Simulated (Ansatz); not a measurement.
# Geometry relaxation, with input and output: InSe (part 3 of 3)

Continued. System: InSe (slab, 8 atoms in the cell). Method: DFT PBE+D3(BJ), scalar-relativistic, plane waves, PAW, PAW set soft_1, no spin polarisation (Ansatz 0.2.0); cutoff 420 eV, 9×9×1 k-mesh, Gaussian smearing of 0.05 eV. The structure derives from an entry of the Crystallography Open Database. The input holds or restrains some coordinates. Forces given for the steps count only the free coordinates.

Geometry of the input (Å; fractional positions):
```
4.0266  0.0000  0.0000
-2.0133  3.4871  0.0000
0.0000  0.0000  28.2707
Se 0.0000  0.0000  0.1592
In 0.6667  0.3333  0.2050
In 0.6667  0.3333  0.3038
Se 0.0000  0.0000  0.3496
Se -0.0000  0.5000  0.4675
In -0.6667  0.1667  0.5132
In -0.6667  0.1667  0.6120
Se -0.0000  0.5000  0.6578
```

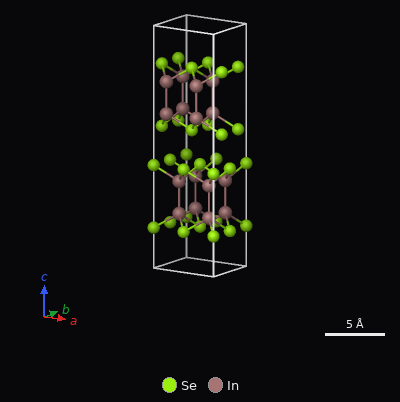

Figure 1. The geometry at step 3 of the log (ball-and-stick view of the 2 × 2 repeat of the cell, with the vacuum cut short, seen slightly off an axis).

The program's output, continued
```
SCF iter   1: F=—  HF=-44274.182666 eV  |F-HF|=—  |Δ(HF+E_count)|=         —  Δρ=7.66e-5  dr2=1.29e-5  ethr=1.10e-7  p=0.000 e·Å  D=1.59e-5 V/Å  ΔV_dip=-0.00 eV  dr2_dipole=2.94e-7  V_vac-E_F(+/−)=5.11/5.11 eV  ⟨swp⟩=3.0  Hψ=3533  notcnv=0  defer=169
efield: sawtooth ramp at fractional position 0.8885 (handed on by an earlier solve), width 0.0400; the density the first Hamiltonian is built on has a dipole p = 0.000 e·Å; the dipole correction subtracts the counter field D = 1.59e-5 V/Å, which shifts the + side's vacuum level by -0.00 eV against the − side's; the planar-averaged density in the ramp window peaks in size at 6.3e-6 e/Å³
preconditioner: auto → Resta (q_TF=auto, 2.223 Å⁻¹)  ε∞=2.4  [insulator: Δε(μ)=1.077 eV  Ē_g=13.850 eV  σ=0.050 eV  W_gap=1.00  n_scr=86 (ndim 8)  ℏωp=16.2 eV  f_vac=0.417  D(μ)=0.00/eV (n_scr^D=0)  ε∞_Penn≈2.4  vacuum switching on, ρ_ref=1.4e-2 e/Å³]
SCF iter   2: F=—  HF=-44274.182658 eV  |F-HF|=—  |Δ(HF+E_count)|=   8.69e-6  Δρ=3.87e-5  dr2=4.43e-6  ethr=1.11e-8  p=-0.000 e·Å  D=-9.52e-5 V/Å  ΔV_dip=0.00 eV  dr2_dipole=7.93e-7  V_vac-E_F(+/−)=5.11/5.11 eV  ⟨swp⟩=1.0  Hψ=2025  notcnv=0  defer=169
SCF iter   3: F=—  HF=-44274.182761 eV  |F-HF|=—  |Δ(HF+E_count)|=   1.03e-4  Δρ=2.30e-5  dr2=7.67e-6  ethr=3.82e-9  p=0.000 e·Å  D=1.66e-4 V/Å  ΔV_dip=-0.00 eV  dr2_dipole=4.15e-6  V_vac-E_F(+/−)=5.11/5.11 eV  ⟨swp⟩=2.0  Hψ=1871  notcnv=0  defer=169  recentre
SCF iter   4: F=—  HF=-44274.182760 eV  |F-HF|=—  |Δ(HF+E_count)|=   9.28e-7  Δρ=3.30e-6  dr2=1.36e-7  ethr=3.82e-9  p=-0.000 e·Å  D=-1.38e-5 V/Å  ΔV_dip=0.00 eV  dr2_dipole=4.63e-8  V_vac-E_F(+/−)=5.11/5.11 eV  ⟨swp⟩=2.0  Hψ=1804  notcnv=0  defer=169
SCF iter   5: F=—  HF=-44274.182760 eV  |F-HF|=—  |Δ(HF+E_count)|=   3.28e-9  Δρ=2.20e-6  dr2=1.23e-7  ethr=1.17e-10  p=0.000 e·Å  D=1.65e-5 V/Å  ΔV_dip=-0.00 eV  dr2_dipole=2.01e-8  V_vac-E_F(+/−)=5.11/5.11 eV  ⟨swp⟩=2.0  Hψ=1900  notcnv=0  defer=169
SCF iter   6: F=—  HF=-44274.182760 eV  |F-HF|=—  |Δ(HF+E_count)|=   8.70e-9  Δρ=1.09e-6  dr2=1.26e-8  ethr=1.06e-10  p=0.000 e·Å  D=8.16e-6 V/Å  ΔV_dip=-0.00 eV  dr2_dipole=1.53e-9  V_vac-E_F(+/−)=5.11/5.11 eV  ⟨swp⟩=1.9  Hψ=1690  notcnv=0  defer=169
SCF iter   7: F=-44274.182760 eV  HF=-44274.182760 eV  |F-HF|=8.95e-10  |Δ(HF+E_count)|=  2.18e-10  Δρ=4.45e-7  dr2=1.33e-9  ethr=7.76e-12  p=0.000 e·Å  D=6.95e-6 V/Å  ΔV_dip=-0.00 eV  dr2_dipole=3.24e-10  V_vac-E_F(+/−)=5.11/5.11 eV  ⟨swp⟩=13.1  Hψ=11045  notcnv=0
SCF 6 converged in 7 iterations: F = -44274.182760 eV  dr2 = 1.33e-9
relax step   6: F+E_penalty+E_count = -44274.18275992 eV  Δ(F+E_penalty+E_count) = -2.073e-6 eV  max|allowed force component| = 1.201e-3 eV/Å  Δτ_max = 0.0024 Å  (7 SCF iters, accepted)
SCF converged after 7 iterations
Free energy (F): -44274.182760 eV
Harris-Foulkes:  -44274.182760 eV  (|F-HF|=8.95e-10)
Internal energy: -44274.182760 eV  (E = F + TS)
E sigma→0 (E₀):  -44274.182760 eV
Fermi energy:    2.177736 eV
Dipole field:    D = -0.000010 V/Å  (p = -0.000022 e·Å, saw-weighted, corrected)
Work function:   Φ+ = 5.1107 eV   Φ− = 5.1105 eV
Levels:          The Fermi level and band energies are counted from a zero that moves with the ramp; work functions are not
--- Per-component energies (eV) ---
  E_band       = -2426.693497
  E_kinetic    = 1314.857147
  E_local      = -86044.990848  (includes V_loc(G=0)·N_el)
  E_nonlocal   = -108.731196
  E_hartree    = 42496.079181
  E_xc         = -910.681149
  E_vxc        = -716.911176  (∫ρ·V_xc dr)
  E_paw        = -25358.612875  (= ΣΔE_a)
  E_vpaw       = -1863.070082  (= ΣTr[D̂ρ^β])
  E_aug_tail   = -0.000881  (compensation charges beyond the density's cutoff)
  E_efield     = 0.000000  (sawtooth field / dipole correction)
  E_vefield    = -0.000141  (∫n·V_field dr)
  E_ewald      = 24339.956513
  E_disp       = -2.058652  (pairwise vdW)
  E_smearing   = -0.000000  (= −TS)
  E_closure    = 0.000000  (closes the sum)
  Σ components = -44274.182760   (vs F -44274.182760, Δ=0.00e0)
--- Forces (eV/Å), atoms counted from 1 ---
  atom   1  Se    -0.00067842    -0.00039169     0.00072326
  atom   2  In    -0.00147993    -0.00085444    -0.00120121
  atom   3  In     0.01297111     0.00748887     0.00097486
  atom   4  Se    -0.01399091    -0.00807766    -0.00048774
  atom   5  Se     0.01398988     0.00807706     0.00021579
  atom   6  In    -0.01297007    -0.00748827    -0.00069757
  atom   7  In     0.00147990     0.00085442     0.00051302
  atom   8  Se     0.00067848     0.00039172    -0.00005424
  max |Σ_I F_I| component: 1.38e-5 eV/Å
--- Band table (eV; the first three rows and the last of 25) ---
  k-point 0: bands = ["-45.3908", "-45.3908", "-45.3907", "-45.3907", "-45.3666", "-45.3661", "-45.3656", "-45.3655", "-45.3567", "-45.3565", "-45.3445", "-45.3445", "-45.3443", "-45.3443", "-45.3156", "-45.3155", "-45.3154", "-45.3153", "-45.3048", "-45.3046", "-12.7259", "-12.7258", "-12.5413", "-12.5412", "-12.5406", "-12.5405", "-12.4601", "-12.4601", "-12.4600", "-12.4600", "-12.4458", "-12.4457", "-12.4456", "-12.4455", "-12.2731", "-12.2730", "-12.2729", "-12.2728", "-12.2457", "-12.2423", "-11.3582", "-11.1864", "-11.1255", "-11.0360", "-4.1625", "-3.9862", "-2.0073", "-1.5513", "0.6492", "0.7581", "0.8406", "0.8475", "0.8703", "0.8883", "0.8936", "0.9159", "0.9967", "1.5784", "2.7148", "3.3699", "4.1155", "4.1980", "6.3479", "6.3501", "6.3533", "6.3583", "6.8378", "6.9771", "7.4796", "7.5394"]
  k-point 1: bands = ["-45.3908", "-45.3908", "-45.3907", "-45.3907", "-45.3666", "-45.3661", "-45.3656", "-45.3655", "-45.3567", "-45.3565", "-45.3445", "-45.3445", "-45.3443", "-45.3442", "-45.3156", "-45.3155", "-45.3154", "-45.3153", "-45.3048", "-45.3046", "-12.7255", "-12.7252", "-12.5830", "-12.5798", "-12.5394", "-12.5393", "-12.5029", "-12.5005", "-12.4530", "-12.4530", "-12.4526", "-12.4525", "-12.4385", "-12.4384", "-12.3019", "-12.3001", "-12.2740", "-12.2739", "-12.2043", "-12.2038", "-11.2305", "-11.0658", "-11.0077", "-10.9234", "-4.0860", "-3.9360", "-1.9936", "-1.6748", "0.0105", "0.1774", "0.2447", "0.3347", "0.6538", "0.6633", "0.7654", "0.7683", "1.1035", "1.6358", "3.3626", "3.7374", "4.6962", "4.7519", "5.7343", "5.8094", "6.4660", "6.4669", "6.8946", "6.9880", "7.1687", "7.2888"]
  k-point 2: bands = ["-45.3908", "-45.3907", "-45.3907", "-45.3906", "-45.3665", "-45.3662", "-45.3656", "-45.3655", "-45.3566", "-45.3565", "-45.3445", "-45.3444", "-45.3443", "-45.3442", "-45.3156", "-45.3155", "-45.3154", "-45.3153", "-45.3047", "-45.3045", "-12.7396", "-12.7372", "-12.6528", "-12.6480", "-12.5967", "-12.5926", "-12.5373", "-12.5372", "-12.4615", "-12.4614", "-12.4335", "-12.4334", "-12.4186", "-12.4185", "-12.3209", "-12.3196", "-12.2764", "-12.2764", "-12.1616", "-12.1615", "-10.9084", "-10.7609", "-10.7082", "-10.6382", "-3.9266", "-3.8685", "-2.1966", "-2.1417", "-1.0741", "-0.7657", "-0.5616", "-0.0728", "0.3187", "0.3210", "0.4614", "0.4623", "1.1529", "1.4525", "3.9453", "4.0623", "4.3644", "4.5566", "5.9807", "6.0763", "6.2337", "6.4096", "6.6236", "6.6323", "7.3686", "7.4869"]
  k-point 24: bands = ["-45.3907", "-45.3907", "-45.3905", "-45.3905", "-45.3666", "-45.3662", "-45.3657", "-45.3656", "-45.3565", "-45.3564", "-45.3445", "-45.3443", "-45.3442", "-45.3440", "-45.3156", "-45.3156", "-45.3154", "-45.3154", "-45.3047", "-45.3044", "-12.8433", "-12.8326", "-12.7354", "-12.7282", "-12.6684", "-12.6681", "-12.5453", "-12.5450", "-12.4706", "-12.4705", "-12.3972", "-12.3971", "-12.3823", "-12.3822", "-12.3328", "-12.3318", "-12.2843", "-12.2841", "-12.1093", "-12.1091", "-10.2017", "-10.0473", "-10.0214", "-9.9602", "-4.2397", "-4.1760", "-3.4917", "-3.3822", "-1.3260", "-1.2576", "-0.6938", "-0.6784", "-0.4432", "-0.4145", "-0.2455", "0.1224", "0.4021", "0.4312", "3.7077", "3.7511", "3.9660", "4.0471", "5.6825", "5.8082", "5.9793", "6.0503", "6.1717", "6.3335", "8.0339", "8.4271"]
--- Relaxed structure (6 steps of the walk, 6 accepted, 0 SCFs on fresh bases) ---
  F+E_penalty+E_count = -44274.18275992 eV   max|allowed force component| = 1.201e-3 eV/Å
  atoms:
    - { symbol: Se, position: [0.0, 0.0, 0.1591753443] }
    - { symbol: In, position: [0.6666666667, 0.33333333334999987, 0.20497763891940074] }
    - { symbol: In, position: [0.6666666667, 0.33333333334999987, 0.3038168834121736] }
    - { symbol: Se, position: [0.0, 0.0, 0.3495124725699217] }
    - { symbol: Se, position: [0.0, 0.5, 0.45913427854261935] }
    - { symbol: In, position: [-0.6666666667000001, 0.16666666665, 0.5048283170013046] }
    - { symbol: In, position: [-0.6666666667000001, 0.16666666665, 0.6036677721322682] }
    - { symbol: Se, position: [0.0, 0.5, 0.6494665179137719] }
```

Trajectory as extended XYZ (Å, eV, eV/Å), 6 frames, from step=1 to step=6
```
8
Lattice="4.0266 0.0000 0.0000 -2.0133 3.4871 0.0000 0.0000 0.0000 28.2707" Properties=species:S:1:pos:R:3:forces:R:3 step=1 energy=-44274.17388
Se    0.0000    0.0000    4.5000   -0.0004  -0.0002  -0.0003
In    2.0133    1.1624    5.7948   -0.0008  -0.0005   0.0019
In    2.0133    1.1624    8.5892    0.0077   0.0044   0.0199
Se    0.0000    0.0000    9.8823   -0.0067  -0.0038   0.0459
Se   -1.0067    1.7436   13.2152    0.0067   0.0038  -0.0460
In   -3.0200    0.5812   14.5084   -0.0077  -0.0044  -0.0199
In   -3.0200    0.5812   17.3027    0.0008   0.0005  -0.0021
Se   -1.0067    1.7436   18.5975    0.0004   0.0002   0.0003
8
Lattice="4.0266 0.0000 0.0000 -2.0133 3.4871 0.0000 0.0000 0.0000 28.2707" Properties=species:S:1:pos:R:3:forces:R:3 step=2 energy=-44274.17444
Se    0.0000    0.0000    4.5000   -0.0007  -0.0004   0.1398
In    2.0133    1.1624    5.8156   -0.0015  -0.0009   0.0535
In    2.0133    1.1624    8.6498    0.0134   0.0077  -0.0853
Se    0.0000    0.0000    9.9582   -0.0148  -0.0085  -0.1181
Se   -1.0067    1.7436   13.0257    0.0146   0.0084   0.0880
In   -3.0200    0.5812   14.3295   -0.0132  -0.0076   0.0326
In   -3.0200    0.5812   17.1461    0.0016   0.0009  -0.0676
Se   -1.0067    1.7436   18.4470    0.0007   0.0004  -0.0428
8
Lattice="4.0266 0.0000 0.0000 -2.0133 3.4871 0.0000 0.0000 0.0000 28.2707" Properties=species:S:1:pos:R:3:forces:R:3 step=3 energy=-44274.18134
Se    0.0000    0.0000    4.5000   -0.0006  -0.0003   0.0444
In    2.0133    1.1624    5.8014   -0.0012  -0.0007  -0.0040
In    2.0133    1.1624    8.6034    0.0110   0.0064   0.0009
Se    0.0000    0.0000    9.9007   -0.0112  -0.0065  -0.0158
Se   -1.0067    1.7436   13.0670    0.0111   0.0064   0.0051
In   -3.0200    0.5812   14.3626   -0.0110  -0.0064  -0.0064
In   -3.0200    0.5812   17.1615    0.0012   0.0007  -0.0125
Se   -1.0067    1.7436   18.4580    0.0006   0.0003  -0.0116
8
Lattice="4.0266 0.0000 0.0000 -2.0133 3.4871 0.0000 0.0000 0.0000 28.2707" Properties=species:S:1:pos:R:3:forces:R:3 step=4 energy=-44274.18250
Se    0.0000    0.0000    4.5000   -0.0006  -0.0004   0.0209
In    2.0133    1.1624    5.7979   -0.0014  -0.0008  -0.0097
In    2.0133    1.1624    8.5943    0.0121   0.0070   0.0075
Se    0.0000    0.0000    9.8886   -0.0127  -0.0073  -0.0070
Se   -1.0067    1.7436   13.0171    0.0127   0.0073   0.0013
In   -3.0200    0.5812   14.3105   -0.0121  -0.0070  -0.0073
In   -3.0200    0.5812   17.1059    0.0014   0.0008  -0.0012
Se   -1.0067    1.7436   18.4013    0.0006   0.0004  -0.0044
8
Lattice="4.0266 0.0000 0.0000 -2.0133 3.4871 0.0000 0.0000 0.0000 28.2707" Properties=species:S:1:pos:R:3:forces:R:3 step=5 energy=-44274.18276
Se    0.0000    0.0000    4.5000   -0.0007  -0.0004   0.0022
In    2.0133    1.1624    5.7951   -0.0015  -0.0009  -0.0038
In    2.0133    1.1624    8.5891    0.0130   0.0075   0.0029
Se    0.0000    0.0000    9.8811   -0.0141  -0.0081  -0.0022
Se   -1.0067    1.7436   12.9778    0.0141   0.0081   0.0013
In   -3.0200    0.5812   14.2697   -0.0130  -0.0075  -0.0019
In   -3.0200    0.5812   17.0637    0.0015   0.0009   0.0017
Se   -1.0067    1.7436   18.3585    0.0007   0.0004  -0.0001
8
Lattice="4.0266 0.0000 0.0000 -2.0133 3.4871 0.0000 0.0000 0.0000 28.2707" Properties=species:S:1:pos:R:3:forces:R:3 step=6 energy=-44274.18276
Se    0.0000    0.0000    4.5000   -0.0007  -0.0004   0.0007
In    2.0133    1.1624    5.7949   -0.0015  -0.0009  -0.0012
In    2.0133    1.1624    8.5891    0.0130   0.0075   0.0010
Se    0.0000    0.0000    9.8810   -0.0140  -0.0081  -0.0005
Se   -1.0067    1.7436   12.9801    0.0140   0.0081   0.0002
In   -3.0200    0.5812   14.2719   -0.0130  -0.0075  -0.0007
In   -3.0200    0.5812   17.0661    0.0015   0.0009   0.0005
Se   -1.0067    1.7436   18.3609    0.0007   0.0004  -0.0001
```

Summary

```json
{"quantity": "outcome", "value": "converged under the restraints of the input"}
{"quantity": "electrons treated", "value": "116"}
{"quantity": "free energy", "value": "−44274.1828 eV"}
{"quantity": "work function, top face", "value": "5.11 eV"}
{"quantity": "work function, bottom face", "value": "5.11 eV"}
{"quantity": "Fermi energy", "value": "2.178 eV"}
{"quantity": "gap on the k-point mesh", "value": "1.08 eV"}
{"quantity": "final volume", "value": "396.96 Å³"}
{"quantity": "work function (upper face)", "value": "5.11 eV"}
{"quantity": "largest force (length of the vector) at the end, held atoms and coordinates included", "value": "0.016 eV/Å"}
{"quantity": "hardware", "value": "1 thread of Arm Neoverse V1, 24 GiB of memory available, shared host"}
{"quantity": "wall time", "value": "8.8 min"}
{"quantity": "peak memory", "value": "0.89 GiB"}
```
